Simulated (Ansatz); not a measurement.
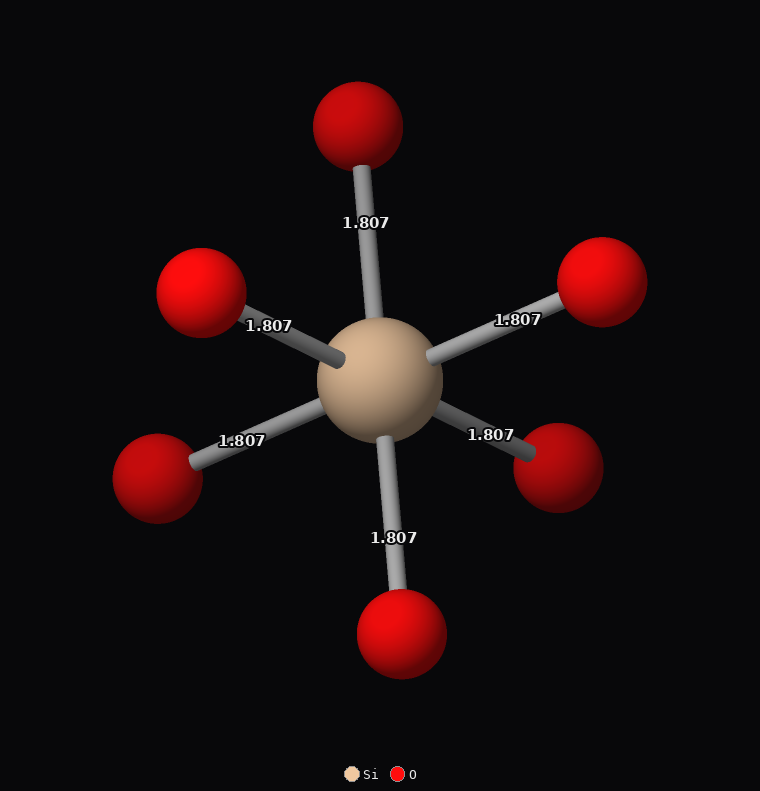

The surroundings of site Si1 (at 0.000, 0.000, 0.000) in SiO2 (P-3m1), with bond lengths in Å.

Origin of the cell: the end point of a relaxation with Ansatz 0.2.0, DFT, PBE, PAW with Ansatz's default frozen-core files, scalar-relativistic; the starting structure was generated, so it need not be a known form of this composition.

```yaml
crystal:
  lattice:
    - [2.69843, 0.00000, 0.00000]
    - [-1.34921, 2.33691, 0.00000]
    - [0.00000, 0.00000, 5.53057]
  atoms:
    - { symbol: Si, position: [0.00000, 0.00000, 0.00000] }
    - { symbol: O, position: [0.33333, 0.66667, 0.16556] }
    - { symbol: O, position: [0.66667, 0.33333, 0.83444] }
```

Bond valence s = exp((R0 − d)/b), R0 fitted to published crystal structures with b = 0.37 Å; R0 in Å: Si4+–O 1.620.

**Calculate the bond-valence sum of Si1 from the bonds drawn.**

6 × 0.603 = 3.62 v.u., against a formal valence of 4: underbonded (bonds long for this ion) by 0.38.

**And over the whole structure?**

```tsv
site	x, y, z	formal valence	bond-valence sum	difference
Si1	0.000, 0.000, 0.000	+4	3.70	-0.30
O1	0.333, 0.667, 0.166	−2	1.85	-0.15
```

These sums include all anions within 5 Å. The global instability index (root mean square of the differences over all atoms) is 0.21 v.u.: above 0.2, which by the usual rule of thumb marks a strained structure. Cells relaxed with PBE tend to have slightly long bonds, which lowers the sums.
